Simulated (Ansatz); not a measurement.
# twin(10-13) boundary in hcp Ru with Al (substitutional): structure and resistance, part 2 of 2

Wanted: what the twin(10-13) boundary in hcp Ru with Al (substitutional) costs an interconnect.

Ansatz 0.2.0; Ansatz plane-wave DFT, PBE, PAW files; relaxation of a bicrystal slab with its lowest layers held; PAW set soft_1 (the session's first sound run).

So far: Starting point; Relaxing the bicrystal.

## 2. Relaxing the bicrystal (continued)

The steps of the relaxation:

| step | energy less that of the first step (eV) | largest force component (eV/Å) |
| --- | --- | --- |
| 1 | 0.0000 | 1.0970 |
| 2 | -0.4568 | 0.8963 |
| 3 | -0.5838 | 0.1451 |
| 4 | -0.5890 | 0.0685 |
| 5 | -0.5899 | 0.0182 |

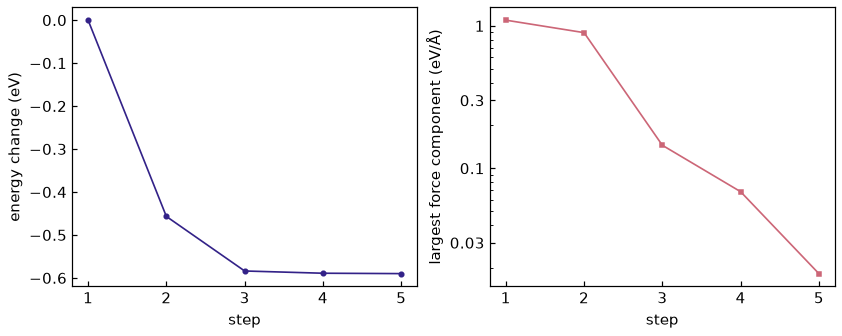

Energy and largest force along the relaxation.

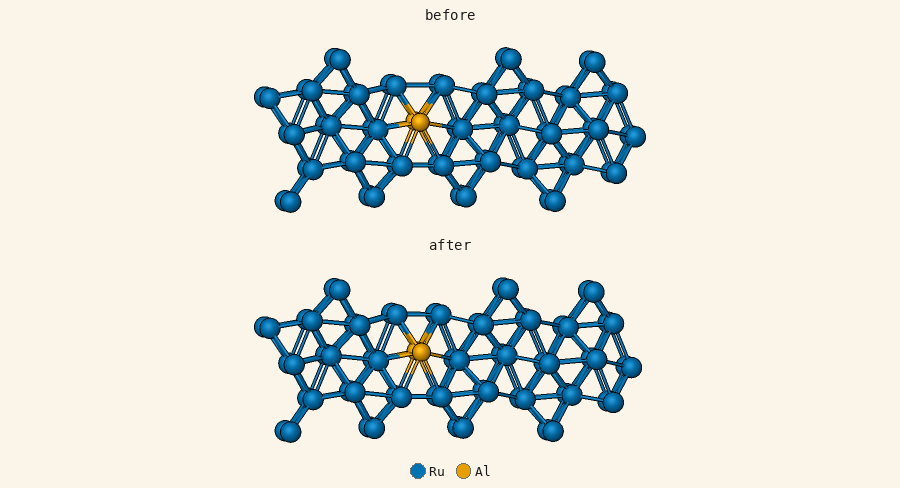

The structure before and after the relaxation, drawn at the same scale.

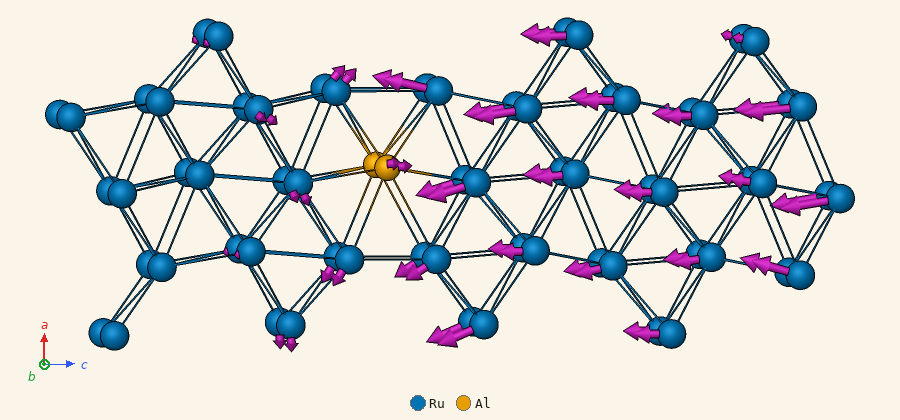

Displacements in the relaxation, exaggerated; the longest in the cell stands for 0.22 Å. 1×2×1 cells are drawn.

The atoms that moved most (Å):

| atom | dx | dy | dz | length |
| --- | --- | --- | --- | --- |
| Ru33 | -0.037 | 0.007 | -0.221 | 0.224 |
| Ru32 | -0.023 | 0.003 | -0.215 | 0.216 |
| Ru16 | 0.045 | -0.009 | -0.203 | 0.208 |
| Ru19 | -0.030 | 0.004 | -0.191 | 0.193 |
| Ru17 | -0.055 | 0.008 | -0.178 | 0.186 |
| Ru31 | 0.051 | -0.009 | -0.175 | 0.183 |
| Ru18 | -0.071 | 0.010 | -0.165 | 0.180 |
| Ru21 | -0.006 | 0.000 | -0.164 | 0.164 |

This step gave:

* free energy: -188647.0818 eV
* energy at zero smearing: -188646.5279 eV
* Fermi energy: 12.93 eV

The largest force component on a free atom ends at 0.018 eV/Å, under the tolerance of 0.03, after 5 steps.

## 3. Transmission across the boundary

This step: Ansatz plane-wave DFT, PBE, PAW files; ballistic transport by layer matching (Landauer), zero bias; boundary relaxed in a short slab, bulk layers laid on; PAW set soft_1 (Ansatz 0.2.0).

System of this step: twin(10-13) boundary in hcp Ru with Al (substitutional). The cell holds 73 atoms: 72 Ru and 1 Al. Cell: a = 8.342 Å, b = 2.706 Å, c = 52.853 Å, α = 90.0°, β = 90.0°, γ = 80.7°. It derives from Ru. Regions: lower grain, 28 atoms (28 Ru); boundary, 21 atoms (20 Ru and 1 Al); upper grain, 24 atoms (24 Ru). Vacuum lies along c.

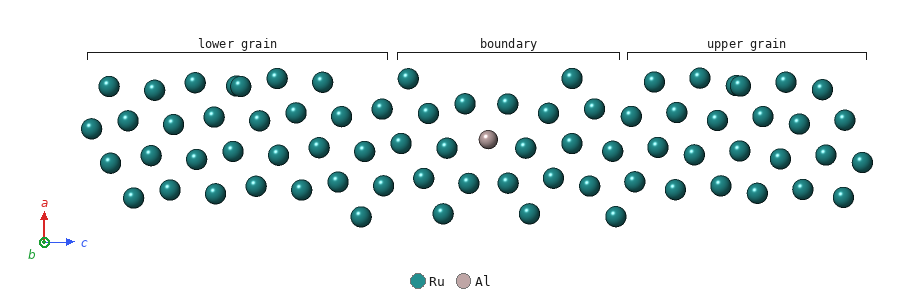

The cell of this step (ruthenium teal, aluminium light grey). Some periodic images of atoms are drawn too.

Contents of input.yaml:

```yaml
crystal:
  lattice:
    - [8.3417110409, 0.0, 0.0]
    - [0.4388400416, 2.669976228, 0.0]
    - [0.0, 0.0, 52.8527051095]
  atoms:
    - { symbol: Ru, position: [4.6263567791, -10.3548450563, 0.0756820297] }
    - { symbol: Ru, position: [4.9237476689, -10.5035405011, 0.0949017709] }
    - { symbol: Ru, position: [4.3832258469, -9.7332795902, 0.0987457191] }
    - { symbol: Ru, position: [4.6806167368, -9.881975035, 0.1179654603] }
    - { symbol: Ru, position: [4.1400949148, -9.1117141241, 0.1218094085] }
    - { symbol: Ru, position: [4.4374858046, -9.2604095689, 0.1410291497] }
    - { symbol: Ru, position: [3.8969639826, -8.490148658, 0.1448730979] }
    - { symbol: Ru, position: [4.1943548724, -8.6388441028, 0.1640928391] }
    - { symbol: Ru, position: [3.6538330504, -7.8685831919, 0.1679367873] }
    - { symbol: Ru, position: [3.9512239403, -8.0172786368, 0.1871565284] }
    - { symbol: Ru, position: [3.4107021182, -7.2470177258, 0.1910004767] }
    - { symbol: Ru, position: [3.7080930081, -7.3957131707, 0.2102202178] }
    - { symbol: Ru, position: [3.1675711861, -6.6254522598, 0.2140641661] }
    - { symbol: Ru, position: [3.4649620759, -6.7741477046, 0.2332839072] }
    - { symbol: Ru, position: [2.9244402539, -6.0038867937, 0.2371278554] }
    - { symbol: Ru, position: [3.2218311437, -6.1525822385, 0.2563475966] }
    - { symbol: Ru, position: [2.6813093217, -5.3823213276, 0.2601915448] }
    - { symbol: Ru, position: [2.9787002116, -5.5310167724, 0.279411286] }
    - { symbol: Ru, position: [2.4381783895, -4.7607558615, 0.2832552342] }
    - { symbol: Ru, position: [2.7355692794, -4.9094513063, 0.3024749754] }
    - { symbol: Ru, position: [2.1950474574, -4.1391903954, 0.3063189236] }
    - { symbol: Ru, position: [2.4924383472, -4.2878858402, 0.3255386647] }
    - { symbol: Ru, position: [1.9519165252, -3.5176249293, 0.329382613] }
    - { symbol: Ru, position: [2.249307415, -3.6663203741, 0.3486023541] }
    - { symbol: Ru, position: [1.708785593, -2.8960594632, 0.3524463024] }
    - { symbol: Ru, position: [2.0061764829, -3.0447549081, 0.3716660435] }
    - { symbol: Ru, position: [1.4656546609, -2.2744939971, 0.3755099917] }
    - { symbol: Ru, position: [1.7630455507, -2.423189442, 0.3947297329] }
    - { symbol: Ru, position: [0.2225237287, 0.347071469, 0.3985736811] }
    - { symbol: Ru, position: [0.5199146185, 0.1983760241, 0.4177934223] }
    - { symbol: Ru, position: [0.9777092692, 0.9694164456, 0.4211733688] }
    - { symbol: Ru, position: [0.2760997738, 0.8202765363, 0.4403807476] }
    - { symbol: Ru, position: [0.7321309856, 0.5924849262, 0.4455347059] }
    - { symbol: Ru, position: [0.0252160207, 0.4455643356, 0.4639570998] }
    - { symbol: Ru, position: [0.486517529, 0.2148083936, 0.4682465074] }
    - { symbol: Ru, position: [0.7984089063, 0.0590393292, 0.4880573846] }
    - { symbol: Ru, position: [0.2408519528, 0.8378382909, 0.4899314745] }
    - { symbol: Al, position: [0.5480038127, 0.683964581, 0.5113086379] }
    - { symbol: Ru, position: [0.2420243057, 0.8368056072, 0.5330930305] }
    - { symbol: Ru, position: [0.7960926477, 0.0597268464, 0.5349560697] }
    - { symbol: Ru, position: [0.486362527, 0.2146246087, 0.5546489191] }
    - { symbol: Ru, position: [0.0249119413, 0.4454366403, 0.5587212611] }
    - { symbol: Ru, position: [0.7325590026, 0.5917481994, 0.5774634955] }
    - { symbol: Ru, position: [0.2763893988, 0.8196059611, 0.5827948673] }
    - { symbol: Ru, position: [0.9786712022, 0.9687378474, 0.6010302796] }
    - { symbol: Ru, position: [0.5184199138, 0.198891864, 0.6054168006] }
    - { symbol: Ru, position: [0.2191936146, 0.3481879636, 0.6248866773] }
    - { symbol: Ru, position: [0.7630369844, 0.5766381143, 0.6280067828] }
    - { symbol: Ru, position: [0.4655520342, 0.7254217285, 0.6478808713] }
    - { symbol: Ru, position: [2.0061208864, -3.0448832671, 0.6513976459] }
    - { symbol: Ru, position: [1.7087299965, -2.8961878223, 0.670617387] }
    - { symbol: Ru, position: [2.2492518185, -3.6664487332, 0.6744613353] }
    - { symbol: Ru, position: [1.9518609287, -3.5177532884, 0.6936810764] }
    - { symbol: Ru, position: [2.4923827507, -4.2880141993, 0.6975250246] }
    - { symbol: Ru, position: [2.1949918609, -4.1393187545, 0.7167447658] }
    - { symbol: Ru, position: [2.7355136829, -4.9095796654, 0.720588714] }
    - { symbol: Ru, position: [2.4381227931, -4.7608842206, 0.7398084552] }
    - { symbol: Ru, position: [2.9786446151, -5.5311451315, 0.7436524034] }
    - { symbol: Ru, position: [2.6812537252, -5.3824496866, 0.7628721446] }
    - { symbol: Ru, position: [3.2217755472, -6.1527105975, 0.7667160928] }
    - { symbol: Ru, position: [2.9243846574, -6.0040151527, 0.7859358339] }
    - { symbol: Ru, position: [3.4649064794, -6.7742760636, 0.7897797822] }
    - { symbol: Ru, position: [3.1675155896, -6.6255806188, 0.8089995233] }
    - { symbol: Ru, position: [3.7080374116, -7.3958415297, 0.8128434716] }
    - { symbol: Ru, position: [3.4106465217, -7.2471460849, 0.8320632127] }
    - { symbol: Ru, position: [3.9511683438, -8.0174069958, 0.8359071609] }
    - { symbol: Ru, position: [3.6537774539, -7.868711551, 0.8551269021] }
    - { symbol: Ru, position: [4.1942992759, -8.6389724619, 0.8589708503] }
    - { symbol: Ru, position: [3.8969083861, -8.4902770171, 0.8781905915] }
    - { symbol: Ru, position: [4.4374302081, -9.260537928, 0.8820345397] }
    - { symbol: Ru, position: [4.1400393183, -9.1118424832, 0.9012542809] }
    - { symbol: Ru, position: [4.6805611403, -9.8821033941, 0.9050982291] }
    - { symbol: Ru, position: [4.3831702504, -9.7334079493, 0.9243179703] }
kpoints:
  mp_grid: { grid: [3, 9, 1] }
hamiltonian:
  xc: pbe
  pseudopotentials: { kind: paw, azcp: { folder: soft_1 } }
scf:
  occupations: { method: fermi_dirac, width: 0.1 }
output:
  transmission:
    leads: [[16, 18], [57, 59]]
    kmesh: [8, 24]
    e_range: [-0.1, 0.1]
    de: 0.05
  write_potential: true
  write_density: true
  volumetric_format: npy
  elf: true
```

The run is started by

```bash
$ ansatz run input.yaml --threads 4 --pin off --max-ram 15360MiB --backend cpu --events-out ev --progress --plain --runs-dir out
```

Numbers of over 12 decimals in the logs are rounded to 6 here.

The program printed:

```text
[...]
Crystal: 73 atoms, lattice volume = 1177.144 Å³
Basis set: ecut = 420 eV, 23151 PW (Γ)
Bands: 693, of which v1, the nominal top of the filled ones, is band 578 counted from 1 (577 counted from 0)
Symmetry: 1 space group operations
[...]
k-points: 14 of 27 (time reversal used)
[...]
SCF iter   1: F=—  HF=-423842.878341 eV  |F-HF|=—  |Δ(HF+E_count)|=         —  Δρ=1.10e-1  dr2=5.84e2  ethr=3.10e-3  ⟨swp⟩=6.9  Hψ=34979  notcnv=0
[...]
SCF iter  13: F=-423796.679140 eV  HF=-423796.679140 eV  |F-HF|=1.34e-8  |Δ(HF+E_count)|=   2.11e-8  Δρ=8.71e-7  dr2=1.99e-8  ethr=8.66e-12  ⟨swp⟩=9.6  Hψ=22915  notcnv=0
SCF 1 converged in 13 iterations: F = -423796.679140 eV  dr2 = 1.99e-8
[...]
transmission: 755 of 7546 steps passed
transmission: 1510 of 7546 steps passed
[...]
transmission: 7546 of 7546 steps passed
WARN: The output density's exchange-correlation potential varies sharply where the density is thin. Do not read a vacuum level from v_tot or v_xc, or from such a field of the output density. On a cell that repeats whose density bears no net charge and no dipole along the vacuum's axis use v_es (v_loc + v_h of the components); under efield.dipole_correction with no amplitude use v_es + v_field, which holds any externa [...]
SCF converged after 13 iterations
Free energy (F): -423796.679140 eV
[...]
Internal energy: -423794.484862 eV  (E = F + TS)
E sigma→0 (E₀):  -423795.582001 eV
Entropy (-TS):   -2.194278 eV (-30.059 meV/atom)
Fermi energy:    18.780346 eV
[...]
--- Band table (eV; the first three rows and the last of 14) ---
  k-point 0: bands = [... 574 lower, 18.5341, 18.5691, 18.5826, 18.6091, 18.6509, 18.6672, 18.6846, 18.6936, ... 111 higher]
  k-point 1: bands = [... 574 lower, 18.3618, 18.3763, 18.4292, 18.4349, 18.4822, 18.5222, 18.5628, 18.5782, ... 111 higher]
  k-point 2: bands = [... 574 lower, 18.2330, 18.2676, 18.3088, 18.3393, 18.3553, 18.4025, 18.4234, 18.4554, ... 111 higher]
  k-point 13: bands = [... 574 lower, 18.1101, 18.1324, 18.1474, 18.1672, 18.2019, 18.2143, 18.2411, 18.2738, ... 111 higher]
--- Transmission ---
  basis      : 195 plane waves across, 77 finite elements along
  points     : 98, standing for a mesh of 8 x 24
  energies   : 5 from -0.100000 to 0.100000 eV about the Fermi level, 0.050000 eV apart; the leads are filled to 0.000000 eV, and channels, transmission and decay are at 0.000000 eV
  crystal 0  : Ru4, at the sites [16, 18], period 2.4380 Å, over 18.28 Å; its Hamiltonian steps by up to 17.3 meV
    offset         : up to 0.0000 Å between an atom of the period and one for which it stands
    channels       : 5.083333e0 a spin
    conductance    : none, the energies end too early or step too widely for 300 K: set another output.transmission.e_range or a lower de, or, where they end at an eighth of basis.ecutwfc, a higher one
[...]
channels       : 5.104167e0 a spin
[...]
junction   : crystal 0 to crystal 1, 13.04 to 39.81 Å
    transmission   : 2.341743e0 a spin
[...]
```

It took 52 min on 4 threads of Arm Neoverse V1, shared host; peak memory 12 GiB.

This step gave:

| Quantity | Value |
| --- | --- |
| free energy | -423796.6791 eV |
| energy at zero smearing | -423795.5820 eV |
| Fermi energy | 18.78 eV |
| cell area | 22.27 Å² |
| transmission per spin nearest the Fermi level | 2.342 |
| open channels per spin nearest the Fermi level | 5.083 |
| open channels per spin, upper lead | 5.104 |
| step of the lead's potential | 17.3 meV |
| step of the upper lead's potential | 17.6 meV |

Per spin. Transmission, zone mean against energy, zero at the Fermi level:

```csv
energy (eV),"transmission, zone mean"
-0.1000,2.45
-0.0500,2.42
0.0000,2.34
0.0500,2.28
0.1000,2.26
```

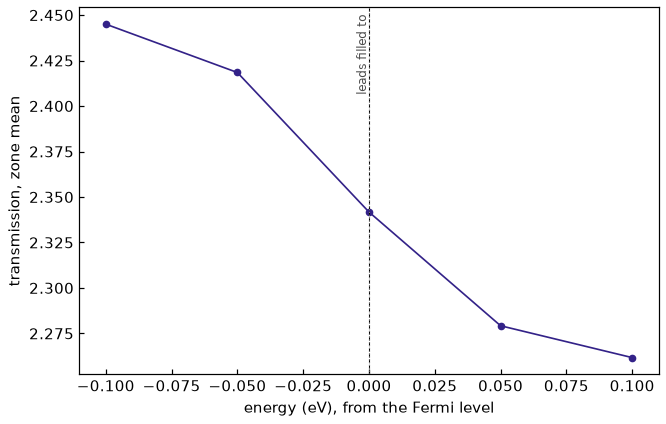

Transmission, zone mean against energy.

Per spin. Open channels, zone mean against energy, zero at the Fermi level:

```
energy (eV)  lead  upper lead
    -0.1000  5.08        5.09
    -0.0500  5.19        5.19
     0.0000  5.08        5.10
     0.0500  4.98        4.99
     0.1000  4.94        4.95
```

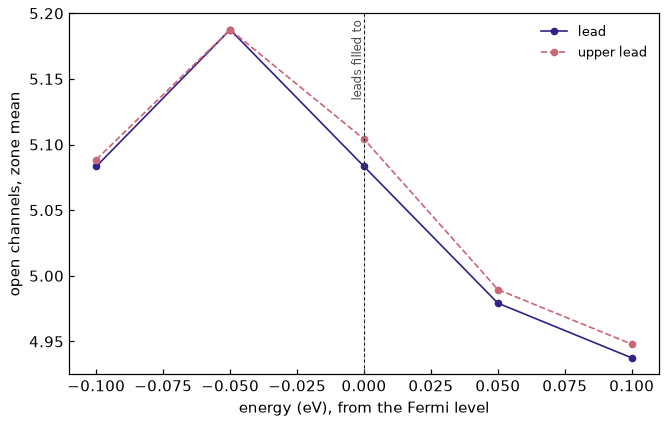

Open channels, zone mean against energy.

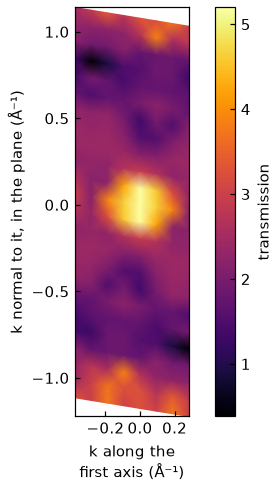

Transmission over k1 and k2. At 0.0000 eV from the Fermi level.

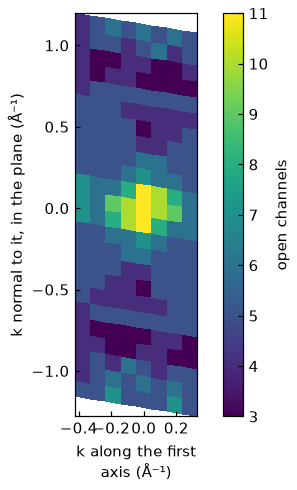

Open channels over k1 and k2. At 0.0000 eV from the Fermi level.

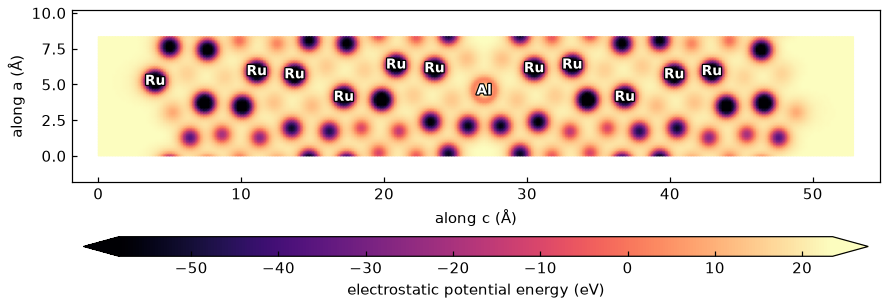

Electrostatic potential energy in the ca plane at fractional y = 0.645, with atoms of Ru and Al within 0.2 Å of it. With pseudopotentials it is smooth inside the atoms' cores, unlike the true potential.

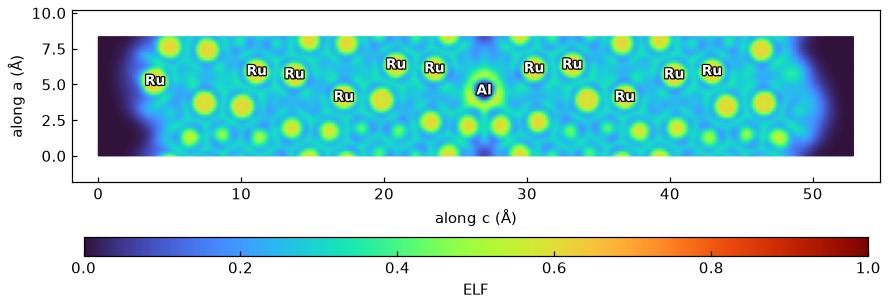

ELF in the ca plane at fractional y = 0.645, with atoms of Ru and Al within 0.2 Å of it. It is the smooth field of the valence electrons, not physical close to the nuclei.

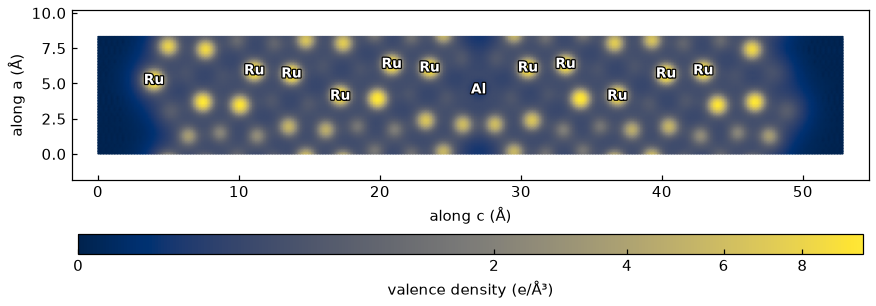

Valence density in the ca plane at fractional y = 0.645, with atoms of Ru and Al within 0.2 Å of it. It is the smooth field of the valence electrons, not physical close to the nuclei. The colour scale is stretched toward low values.

Over the solved energies the transmission per spin lies between 2.26 and 2.45, out of 5.05 channels of the lead on average (up to 5.19).

## 4. Specific resistance

This step: Ansatz plane-wave DFT, PBE, PAW files; ballistic transport by layer matching (Landauer), zero bias; specific resistance of the boundary; PAW set soft_1 (Ansatz 0.2.0).

This step gave:

- area resistance: 0.6554 fΩ m²
- T over the leads' mean channel count: 0.4644

Averaged over the energies near the Fermi level, 46.4 % of the channels pass, which makes 0.655 fΩ m².

By hand, with T and the leads' channels N averaged over the energies near the Fermi level: RA = A (h/2e²)(1/T − ½[1/N₁ + 1/N₂]) = 22.27×10⁻²⁰ m² × 12 906 Ω × (1/2.349 − ½[1/5.054 + 1/5.064]) = 0.655 fΩ m².

## 5. Outcome

```json
{
 "specific resistance of the boundary": "0.655 fΩ m²",
 "share of channels that pass": "0.464"
}
```

**Reading.** The boundary has a specific resistance of 0.66 fΩ m². The boundary reflects 54 % of the channels; 0.66 fΩ m² is 6.6×10⁻¹² Ω·cm². One Al in 22.3 Å² of boundary is a high coverage. Each plane of this narrow cell holds one atom, so the solute fills a whole plane. One starting structure was relaxed; another shift or atom count at the boundary may lie lower.

[Logs are printed without paths, hosts, clocks, repeated set-up lines and the standing remarks that a program may print on its own settings, such as how far it seeks lower states.]

[Hosts, paths, dates, database ids (printed as entryN), source tags and the programs' standing remarks are cut or masked in the printed files.]
